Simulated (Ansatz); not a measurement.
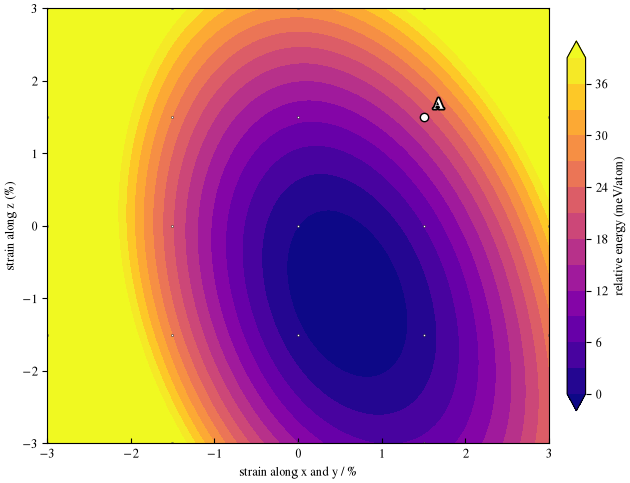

Mo (P6/mmm, No. 191; 1 atom in the cell). The cell is strained homogeneously, by one strain along x and y and another along z, with fractional coordinates fixed (x along [1 0 0], z along [0 0 1] of the conventional cell). The first coordinate is: strain along x and y; the second: strain along z. The grid has 5 × 5 points. Points are written as (first, second). Energies are in meV/atom, from the lowest grid point. The reference cell is the one listed in the database, not relaxed at this level. All numbers below come from DFT r2SCAN, scalar-relativistic, plane waves, PAW (Ansatz). Settings: cutoff 500 eV, k-mesh 18×18×18, gaussian smearing 0.15 eV, no spin polarisation.

In the figure: filled contours, dots at the grid points, one colour for all values above the top of the scale, the point A. Between grid points the surface is interpolated.

**Is A at rest? If not, where is it pushed?**

A, at (1.5 %, 1.5 %), is not a stationary point. The computed force is 15 meV/atom for each 1 % towards smaller values of strain along x and y and 12 meV/atom for each 1 % towards smaller values of strain along z.
